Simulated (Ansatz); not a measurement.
**MoSe: geometry relaxation**

The run: geometry relaxation of MoSe (2 atoms in the cell). Method and program: DFT PBEsol, scalar-relativistic, plane waves, PAW, no spin polarisation (Ansatz 0.2.0).

The structure was built on a prototype by a generator; it need not be a known phase.

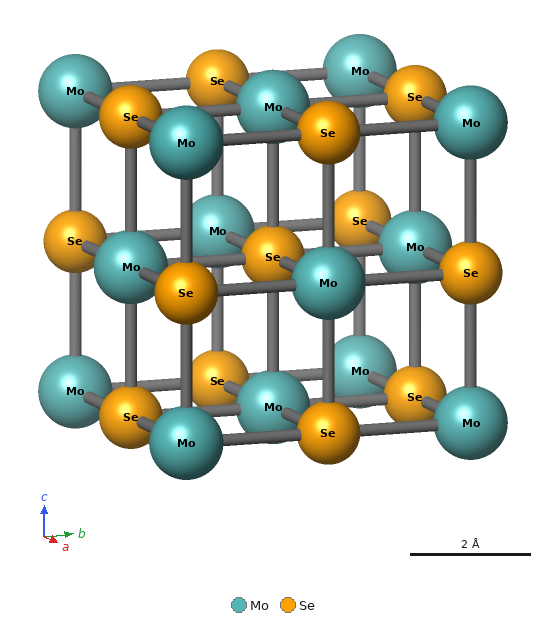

Fig. 1: The input geometry (ball-and-stick view of the cell 4 times as large as that of the calculation, set on its symmetry axes, seen slightly off an axis). An atom can appear more than once, as a periodic image.

### Input file
```yaml
crystal:
  lattice:
    - [0.0, 2.549035364, 2.549035364]
    - [2.549035364, 0.0, 2.549035364]
    - [2.549035364, 2.549035364, 0.0]
  atoms:
    - { symbol: Mo, position: [0.0, 0.0, 0.0] }
    - { symbol: Se, position: [0.5, 0.5, 0.5] }
basis:
  ecutwfc: 420
kpoints:
  mp_grid: { grid: [14, 14, 14] }
hamiltonian:
  xc: pbesol
scf:
  occupations: { method: gaussian, width: 0.1 }
output:
  forces: true
  stress: true
  eigenvalues: true
relax:
  adjacent_minimum: "off"
  f_tol: 0.01
  max_steps: 80
  cell: { stress_tol: 0.05 }
```

Launch command:
```bash
ansatz run input.yaml --threads 1 --pin off --max-ram 2560MiB --backend cpu --events-out ev --progress --plain --runs-dir out
```

### What the program printed
```
Engine: ansatz 0.2.0, x86_64-unknown-linux-gnu
Pseudopotentials: kind: paw
Pseudopotential: Mo, paw, valence charge 14, recommended cutoff 420 eV (normal), Mo.paw.azcp
Pseudopotential: Se, paw, valence charge 16, recommended cutoff 420 eV (normal), Se.paw.azcp
Functional definition: PBEsol
  exchange = pbesol_x
  correlation = pbesol_c
Crystal: 2 atoms, lattice volume = 33.125 Å³
Basis set: ecut = 420 eV, 645 PW (Γ), exchange–correlation on 50×50×50 points (8 copies of the dense FFT grid, shifted against one another)
Bands: 19, of which v1, the nominal top of the filled ones, is band 15 counted from 1 (14 counted from 0)
Symmetry: 48 space group operations
Space group: Fm-3m (ITA 225), of the structure as read, at distance tolerance 3.2e-5 Å
k-points: 104 of 2744
Non-local potential: Mo, projectors of the file, l = 0: 3, l = 1: 2, l = 2: 2, l = 3: 1
Non-local potential: Se, projectors of the file, l = 0: 2, l = 1: 2, l = 2: 3, l = 3: 1
PAW form: soft (Blöchl's): semilocal exchange-correlation on the pseudo side does not see the compensation charge
PAW frozen core: Mo, regenerated for the run's functional, and the local potential with it (the file was generated under x = pbe(κ = 0.804, μ = 0.2195149727645171), c = pbe(β = 0.06672455060314922))
PAW frozen core: Se, regenerated for the run's functional, and the local potential with it (the file was generated under x = pbe(κ = 0.804, μ = 0.2195149727645171), c = pbe(β = 0.06672455060314922))
PAW one-centre angular grid: Mo, 590 points (default); XC on 64 Gauss nodes
PAW one-centre angular grid: Se, 590 points (default); XC on 64 Gauss nodes
Initial density: superposition of atomic densities (neutral atoms: chi_scale 0, normalization atom), corrected by the library's trained network
Initial wavefunctions: pseudopotential atomic-orbital guess
Functional: x = pbesol(κ = 0.804, μ = 0.12345679012345678), c = pbesol(β = 0.046)
SCF iter   1: F=—  HF=-10320.635800 eV  |F-HF|=—  |Δ(HF+E_count)|=         —  Δρ=6.17e-3  dr2=1.42e-2  ethr=1.77e-3  ⟨swp⟩=5.2  Hψ=9313  notcnv=0
preconditioner: auto → Kerker (q_TF=auto, 2.684 Å⁻¹)  [metal: Δε(μ)=0.002 eV  Ē_g=8.275 eV  σ=0.100 eV  W_gap=0.01  n_scr=14 (ndim 8)  ℏωp=22.3 eV  f_vac=0.000  D(μ)=2.53/eV (n_scr^D=26)]
SCF iter   2: F=—  HF=-10320.632697 eV  |F-HF|=—  |Δ(HF+E_count)|=   3.10e-3  Δρ=3.49e-3  dr2=4.21e-3  ethr=4.72e-5  ⟨swp⟩=1.8  Hψ=3421  notcnv=0
SCF iter   3: F=—  HF=-10320.631404 eV  |F-HF|=—  |Δ(HF+E_count)|=   1.29e-3  Δρ=1.16e-3  dr2=6.10e-4  ethr=1.40e-5  ⟨swp⟩=2.7  Hψ=3362  notcnv=0
SCF iter   4: F=—  HF=-10320.631202 eV  |F-HF|=—  |Δ(HF+E_count)|=   2.02e-4  Δρ=3.37e-4  dr2=2.45e-5  ethr=2.03e-6  ⟨swp⟩=2.1  Hψ=2633  notcnv=0
SCF iter   5: F=—  HF=-10320.631203 eV  |F-HF|=—  |Δ(HF+E_count)|=   1.31e-6  Δρ=6.50e-5  dr2=9.73e-7  ethr=8.16e-8  ⟨swp⟩=2.6  Hψ=3304  notcnv=0
SCF iter   6: F=—  HF=-10320.631203 eV  |F-HF|=—  |Δ(HF+E_count)|=   1.41e-7  Δρ=1.73e-5  dr2=1.04e-7  ethr=3.33e-10  ⟨swp⟩=5.1  Hψ=8838  notcnv=0
SCF iter   7: F=-10320.631203 eV  HF=-10320.631203 eV  |F-HF|=2.60e-9  |Δ(HF+E_count)|=   1.54e-8  Δρ=3.02e-6  dr2=1.29e-9  ethr=3.33e-10  ⟨swp⟩=4.0  Hψ=6040  notcnv=0
SCF 1 converged in 7 iterations: F = -10320.631203 eV  dr2 = 1.29e-9
  greatest PAW one-centre occupation: 1.000 electrons in one spin orbital (limit 2), on the Se atom at site 1 (counted from 0), in its partial waves of l = 2
relax step   1: F+E_penalty+E_count = -10320.63120343 eV  Δ(F+E_penalty+E_count) = +0.000e0 eV  max|allowed force component| = 2.399e-30 eV/Å  Δτ_max = 0.0000 Å  P = +5.147 GPa  Ω = 33.125 Å³  (7 SCF iters, dr2 threshold 1.00e-7 eV, accepted)
Crystal: 2 atoms, lattice volume = 34.631 Å³
Initial density: handed on by an earlier stage of this run
Initial wavefunctions: those handed on with the density
iter 1 solved again at ethr=9.06e-7 eV; its pass at ethr=3.10e-3 eV (dr2=2.72e-4 eV) is discarded
SCF iter   1: F=—  HF=-10320.643413 eV  |F-HF|=—  |Δ(HF+E_count)|=         —  Δρ=1.14e-3  dr2=2.56e-4  ethr=9.06e-7  ⟨swp⟩=2.1  Hψ=12689  notcnv=0
preconditioner: auto → Kerker (q_TF=auto, 2.664 Å⁻¹)  [metal: Δε(μ)=0.040 eV  Ē_g=7.996 eV  σ=0.100 eV  W_gap=0.22  n_scr=14 (ndim 8)  ℏωp=21.9 eV  f_vac=0.000  D(μ)=2.76/eV (n_scr^D=26)]
SCF iter   2: F=—  HF=-10320.643445 eV  |F-HF|=—  |Δ(HF+E_count)|=   3.23e-5  Δρ=6.69e-4  dr2=8.51e-5  ethr=8.53e-7  ⟨swp⟩=2.0  Hψ=2554  notcnv=0
SCF iter   3: F=—  HF=-10320.643463 eV  |F-HF|=—  |Δ(HF+E_count)|=   1.84e-5  Δρ=1.43e-4  dr2=5.19e-6  ethr=2.84e-7  ⟨swp⟩=2.2  Hψ=2836  notcnv=0
SCF iter   4: F=—  HF=-10320.643463 eV  |F-HF|=—  |Δ(HF+E_count)|=   9.78e-7  Δρ=5.56e-5  dr2=9.24e-7  ethr=1.73e-8  ⟨swp⟩=2.0  Hψ=3326  notcnv=0
SCF iter   5: F=-10320.643462 eV  HF=-10320.643462 eV  |F-HF|=1.58e-8  |Δ(HF+E_count)|=   5.55e-8  Δρ=1.93e-5  dr2=1.14e-7  ethr=6.67e-10  ⟨swp⟩=5.1  Hψ=8817  notcnv=0
SCF 2 converged in 5 iterations: F = -10320.643462 eV  dr2 = 1.14e-7
relax step   2: F+E_penalty+E_count = -10320.64346246 eV  Δ(F+E_penalty+E_count) = -1.226e-2 eV  max|allowed force component| = 1.052e-30 eV/Å  Δτ_max = 0.0000 Å  P = -2.186 GPa  Ω = 34.631 Å³  energy of the carried Pulay correction = -2.189e-4 eV  (5 SCF iters, dr2 threshold 2.00e-7 eV, accepted)
Crystal: 2 atoms, lattice volume = 34.168 Å³
iter 1 solved again at ethr=1.46e-7 eV; its pass at ethr=3.10e-3 eV (dr2=4.39e-5 eV) is discarded
SCF iter   1: F=—  HF=-10320.646900 eV  |F-HF|=—  |Δ(HF+E_count)|=         —  Δρ=3.37e-4  dr2=2.02e-5  ethr=1.46e-7  ⟨swp⟩=3.2  Hψ=11987  notcnv=0
preconditioner: auto → Kerker (q_TF=auto, 2.670 Å⁻¹)  [metal: Δε(μ)=0.027 eV  Ē_g=8.085 eV  σ=0.100 eV  W_gap=0.15  n_scr=14 (ndim 8)  ℏωp=22.0 eV  f_vac=0.000  D(μ)=2.69/eV (n_scr^D=26)]
SCF iter   2: F=—  HF=-10320.646904 eV  |F-HF|=—  |Δ(HF+E_count)|=   4.33e-6  Δρ=1.97e-4  dr2=6.91e-6  ethr=6.73e-8  ⟨swp⟩=2.0  Hψ=2522  notcnv=0
SCF iter   3: F=—  HF=-10320.646906 eV  |F-HF|=—  |Δ(HF+E_count)|=   1.45e-6  Δρ=3.73e-5  dr2=3.28e-7  ethr=2.30e-8  ⟨swp⟩=2.2  Hψ=2801  notcnv=0
SCF iter   4: F=-10320.646906 eV  HF=-10320.646906 eV  |F-HF|=2.62e-8  |Δ(HF+E_count)|=   1.27e-7  Δρ=1.50e-5  dr2=6.03e-8  ethr=6.67e-10  ⟨swp⟩=4.6  Hψ=7982  notcnv=0
SCF 3 converged in 4 iterations: F = -10320.646906 eV  dr2 = 6.03e-8
relax step   3: F+E_penalty+E_count = -10320.64690555 eV  Δ(F+E_penalty+E_count) = -3.443e-3 eV  max|allowed force component| = 1.288e-29 eV/Å  Δτ_max = 0.0000 Å  P = -0.124 GPa  Ω = 34.168 Å³  energy of the carried Pulay correction = -1.527e-4 eV  (4 SCF iters, dr2 threshold 2.00e-7 eV, accepted)
Crystal: 2 atoms, lattice volume = 34.142 Å³
iter 1 solved again at ethr=1.29e-9 eV; its pass at ethr=3.10e-3 eV (dr2=3.88e-7 eV) is discarded
SCF iter   1: F=—  HF=-10320.646919 eV  |F-HF|=—  |Δ(HF+E_count)|=         —  Δρ=3.16e-5  dr2=2.44e-7  ethr=1.29e-9  ⟨swp⟩=2.8  Hψ=11061  notcnv=0
preconditioner: auto → Kerker (q_TF=auto, 2.670 Å⁻¹)  [metal: Δε(μ)=0.028 eV  Ē_g=8.091 eV  σ=0.100 eV  W_gap=0.15  n_scr=14 (ndim 8)  ℏωp=22.0 eV  f_vac=0.000  D(μ)=2.69/eV (n_scr^D=26)]
SCF iter   2: F=—  HF=-10320.646920 eV  |F-HF|=—  |Δ(HF+E_count)|=   8.38e-7  Δρ=1.89e-5  dr2=7.95e-8  ethr=8.12e-10  ⟨swp⟩=1.0  Hψ=1989  notcnv=0
SCF iter   3: F=-10320.646920 eV  HF=-10320.646920 eV  |F-HF|=3.35e-9  |Δ(HF+E_count)|=   4.61e-9  Δρ=5.23e-6  dr2=8.06e-9  ethr=1.28e-10  ⟨swp⟩=4.7  Hψ=7663  notcnv=0
SCF 4 converged in 3 iterations: F = -10320.646920 eV  dr2 = 8.06e-9
relax step   4: F+E_penalty+E_count = -10320.64691976 eV  Δ(F+E_penalty+E_count) = -1.421e-5 eV  max|allowed force component| = 1.525e-29 eV/Å  Δτ_max = 0.0000 Å  P = -0.002 GPa  Ω = 34.142 Å³  energy of the carried Pulay correction = -1.489e-4 eV  (3 SCF iters, dr2 threshold 3.85e-8 eV, accepted)
Initial wavefunctions: pseudopotential atomic-orbital guess (no wavefunctions were taken with the density)
iter 1 solved again at ethr=2.25e-8 eV; its pass at ethr=3.10e-3 eV (dr2=6.75e-6 eV) is discarded
SCF iter   1: F=—  HF=-10320.646901 eV  |F-HF|=—  |Δ(HF+E_count)|=         —  Δρ=7.20e-4  dr2=3.73e-6  ethr=2.25e-8  ⟨swp⟩=3.4  Hψ=14961  notcnv=0
SCF iter   2: F=—  HF=-10320.647021 eV  |F-HF|=—  |Δ(HF+E_count)|=   1.20e-4  Δρ=3.66e-4  dr2=9.69e-7  ethr=1.24e-8  ⟨swp⟩=1.0  Hψ=1976  notcnv=0
SCF iter   3: F=—  HF=-10320.647062 eV  |F-HF|=—  |Δ(HF+E_count)|=   4.05e-5  Δρ=1.04e-5  dr2=9.97e-9  ethr=3.23e-9  ⟨swp⟩=1.0  Hψ=1976  notcnv=0
SCF iter   4: F=—  HF=-10320.647062 eV  |F-HF|=—  |Δ(HF+E_count)|=   1.73e-8  Δρ=1.21e-6  dr2=3.03e-10  ethr=3.32e-11  ⟨swp⟩=2.0  Hψ=3453  notcnv=0
SCF iter   5: F=—  HF=-10320.647062 eV  |F-HF|=—  |Δ(HF+E_count)|=  1.82e-11  Δρ=3.87e-7  dr2=4.21e-11  ethr=1.00e-12  ⟨swp⟩=5.5  Hψ=8805  notcnv=0
SCF iter   6: F=-10320.647062 eV  HF=-10320.647062 eV  |F-HF|=3.64e-12  |Δ(HF+E_count)|=  3.64e-12  Δρ=8.94e-8  dr2=3.18e-12  ethr=1.00e-12  ⟨swp⟩=5.0  Hψ=8033  notcnv=0
SCF 5 converged in 6 iterations: F = -10320.647062 eV  dr2 = 3.18e-12
relax step   5: F+E_penalty+E_count = -10320.64706168 eV  Δ(F+E_penalty+E_count) = -1.419e-4 eV  max|allowed force component| = 7.889e-31 eV/Å  Δτ_max = 0.0000 Å  P = -0.003 GPa  Ω = 34.142 Å³  stress off target by 3.47e-3 GPa  SCF on the basis re-selected at this cell (its energy is not comparable with the rows above)  (6 SCF iters)
```

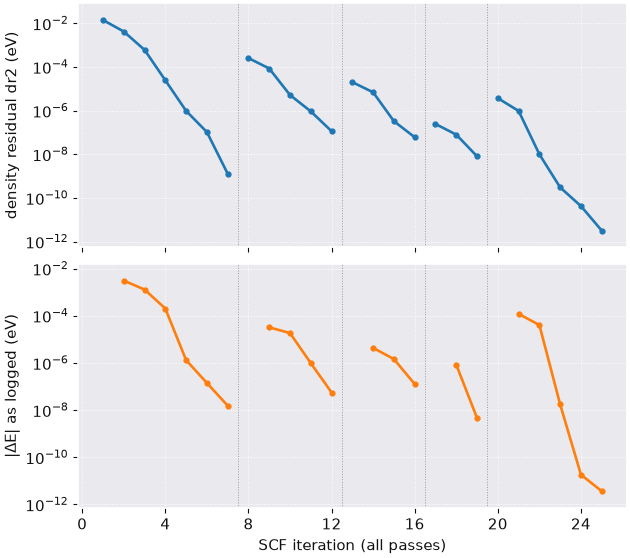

Fig. 2: Convergence of the self-consistent field: density residual dr2 and size of the energy change against the SCF iteration. The dotted lines part the SCF passes of the relaxation: geometry steps, rejected trials and re-solves on a re-selected basis. The 5 passes take 3 to 7 iterations each, 25 in all.

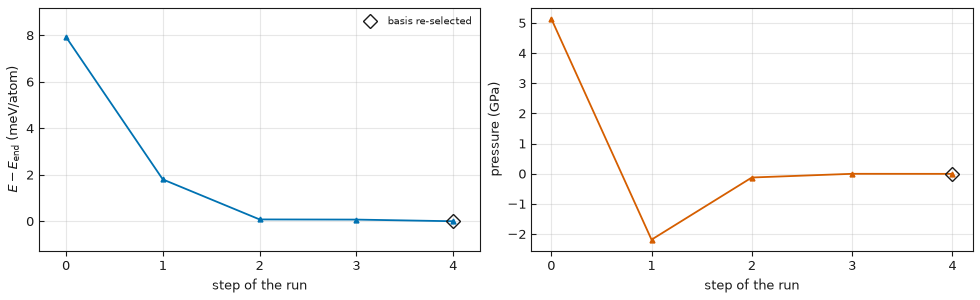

Fig. 3: Progress of the relaxation, step by step (the first geometry is step 0 here and step 1 in the log).

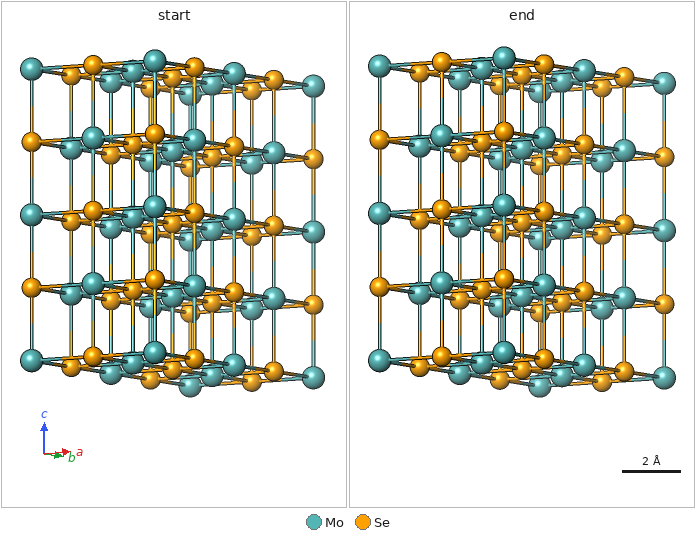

Fig. 4: Before (left) and after (right) the relaxation, at one scale (ball-and-stick view of the cell 4 times as large as that of the calculation, set on its symmetry axes, repeated 1 × 2 × 2, seen at an oblique angle). Over 3 geometry steps the energy falls by 7.9 meV per atom. All forces vanish by symmetry, so only the cell relaxes. The pressure goes from 5.15 to 0.00 GPa. No atom moves by more than 0.005 Å relative to the cell. The drawn cell changes as follows: a = b = c 5.098 → 5.150 Å (+1.0 %); the volume changes by +3.1 %. Distances before and after: Mo1–Se2 2.549 → 2.575 Å. The space group stays Fm-3m (No. 225). A last SCF at the same geometry on a re-selected plane-wave basis shifts the energy by −0.1 meV per atom. (Atoms are counted from 1 in the order of the input.)

```
basis re-selected at this cell: Δ(F+E_penalty+E_count) = -1.419e-4 eV, ΔP = -0.002 GPa vs the last step (what re-selecting the basis moved, of the pressure what is left beyond the Pulay correction that the steps carried, after the strain that the cell walked since its last selection, with what the two solves' SCF thresholds leave and, on support functions, any second-order correction that the steps lacked; it is no measure of the basis error at this ecutwfc). This SCF's stress stands 3.47e-3 GPa from its target on what of the cell is left free (relax.cell.stress_tol is 5.00e-2 GPa) and its largest allowed force component is 7.89e-31 eV/Å (relax.f_tol is 1.00e-2 eV/Å): within both
SCF converged after 6 iterations
Free energy (F): -10320.647062 eV
Harris-Foulkes:  -10320.647062 eV  (|F-HF|=3.64e-12)
Internal energy: -10320.633613 eV  (E = F + TS)
E sigma→0 (E₀):  -10320.640337 eV
Entropy (-TS):   -0.013449 eV (-6.725 meV/atom)
Fermi energy:    17.309436 eV
--- Per-component energies (eV) ---
  E_band       = -376.304078
  E_kinetic    = 564.544018
  E_local      = -2886.272613  (includes V_loc(G=0)·N_el)
  E_nonlocal   = -443.395148
  E_hartree    = 1323.386655
  E_xc         = -286.180347
  E_vxc        = -327.297576  (∫ρ·V_xc dr)
  E_paw        = -5014.006088  (= ΣΔE_a)
  E_vpaw       = 69.344516  (= ΣTr[D̂ρ^β])
  E_aug_tail   = -0.000520  (compensation charges beyond the density's cutoff)
  E_ewald      = -3579.927320
  E_core_change = 1.217750  (= ΣΔE_core)
  E_smearing   = -0.013449  (= −TS)
  E_closure    = -0.000000  (closes the sum)
  Σ components = -10320.647062   (vs F -10320.647062, Δ=0.00e0)
--- Forces (eV/Å), atoms counted from 1 ---
  atom   1  Mo    -0.00000000     0.00000000     0.00000000
  atom   2  Se    -0.00000000     0.00000000     0.00000000
  max |Σ_I F_I| component: 2.21e-29 eV/Å
--- Stress (GPa, compression-positive) ---
       -0.003470      -0.000000       0.000000
       -0.000000      -0.003470       0.000000
       -0.000000       0.000000      -0.003470
  P = ⅓ Tr σ = -0.0035 GPa (-0.035 kbar)
--- Band table (eV; the first three rows and the last of 104) ---
  k-point 0: bands = ["-43.8522", "-31.9931", "-31.9931", "-31.9771", "-31.9771", "-31.9771", "-17.9895", "-17.9895", "-17.9895", "1.0635", "15.0258", "15.0258", "15.0258", "15.2014", "15.2014", "15.2014", "15.6288", "15.6288", "20.2736"]
  k-point 1: bands = ["-43.8517", "-31.9931", "-31.9931", "-31.9771", "-31.9771", "-31.9771", "-17.9969", "-17.9899", "-17.9899", "1.1310", "14.1825", "14.2967", "14.2967", "15.3261", "15.3261", "15.7050", "16.4110", "16.4110", "20.6693"]
  k-point 2: bands = ["-43.8503", "-31.9932", "-31.9932", "-31.9771", "-31.9770", "-31.9770", "-18.0174", "-17.9911", "-17.9911", "1.3269", "13.0509", "13.4823", "13.4823", "15.5418", "15.5418", "16.0420", "17.5308", "17.5308", "21.5913"]
  k-point 103: bands = ["-43.8395", "-31.9933", "-31.9916", "-31.9768", "-31.9764", "-31.9755", "-18.0823", "-18.0664", "-18.0390", "2.5818", "11.1800", "11.4245", "11.5109", "16.4048", "17.1866", "17.8695", "17.8901", "18.4132", "24.3764"]
--- Relaxed structure (4 steps of the walk, 4 accepted, 1 SCFs on fresh bases) ---
  F+E_penalty+E_count = -10320.64706168 eV   max|allowed force component| = 7.889e-31 eV/Å   (the final SCF, on the basis selected at the relaxed cell)
  cell:  # Å, volume = 34.1418 Å³
    - [7.085751659969054e-35, 2.574851665211979, 2.574851665211979]
    - [2.574851665211979, -1.27384300089626e-34, 2.574851665211979]
    - [2.574851665211979, 2.574851665211979, 2.746723986482779e-34]
  atoms:
    - { symbol: Mo, position: [-7.476821236181178e-36, 5.509236700344161e-36, 7.87033814334816e-36] }
    - { symbol: Se, position: [0.49999999999999994, 0.49999999999999994, 0.49999999999999994] }
```

### Trajectory as extended XYZ (Å, eV, eV/Å), 5 frames, from step=1 to step=5
```
2
Lattice="0.0000 2.5490 2.5490 2.5490 0.0000 2.5490 2.5490 2.5490 0.0000" Properties=species:S:1:pos:R:3:forces:R:3 step=1 energy=-10320.63120 pressure_GPa=5.15
Mo    0.0000    0.0000    0.0000    0.0000   0.0000   0.0000
Se    2.5490    2.5490    2.5490    0.0000   0.0000   0.0000
2
Lattice="0.0000 2.5871 2.5871 2.5871 0.0000 2.5871 2.5871 2.5871 0.0000" Properties=species:S:1:pos:R:3:forces:R:3 step=2 energy=-10320.64346 pressure_GPa=-2.19
Mo    0.0000    0.0000    0.0000    0.0000   0.0000   0.0000
Se    2.5871    2.5871    2.5871    0.0000   0.0000   0.0000
2
Lattice="0.0000 2.5755 2.5755 2.5755 0.0000 2.5755 2.5755 2.5755 0.0000" Properties=species:S:1:pos:R:3:forces:R:3 step=3 energy=-10320.64691 pressure_GPa=-0.12
Mo    0.0000    0.0000    0.0000    0.0000   0.0000   0.0000
Se    2.5755    2.5755    2.5755    0.0000   0.0000   0.0000
2
Lattice="0.0000 2.5749 2.5749 2.5749 0.0000 2.5749 2.5749 2.5749 0.0000" Properties=species:S:1:pos:R:3:forces:R:3 step=4 energy=-10320.64692 pressure_GPa=-0.00
Mo    0.0000    0.0000    0.0000    0.0000   0.0000   0.0000
Se    2.5749    2.5749    2.5749    0.0000   0.0000   0.0000
2
Lattice="0.0000 2.5749 2.5749 2.5749 0.0000 2.5749 2.5749 2.5749 0.0000" Properties=species:S:1:pos:R:3:forces:R:3 step=5 energy=-10320.64706 pressure_GPa=-0.00
Mo    0.0000    0.0000    0.0000    0.0000   0.0000   0.0000
Se    2.5749    2.5749    2.5749    0.0000   0.0000   0.0000
```

### Results in brief

```csv
quantity,value
outcome,converged
space group (tolerance 0.01 Å),Fm-3m (225)
electrons treated,30
free energy,−10320.6471 eV
Fermi energy,17.309 eV
gap on the k-point mesh,none (metallic)
pressure,0.00 GPa
final volume,34.14 Å³
largest force (length of the vector) at the end,under 0.001 eV/Å
final cell,"a = 3.641 Å, b = 3.641 Å, c = 3.641 Å, α = 60.00°, β = 60.00°, γ = 60.00°"
hardware,"1 thread of Intel Xeon @ 2.50GHz (Skylake/Cascade Lake), 189 GiB of memory available, shared host"
wall time,37 s
peak memory,0.39 GiB
```
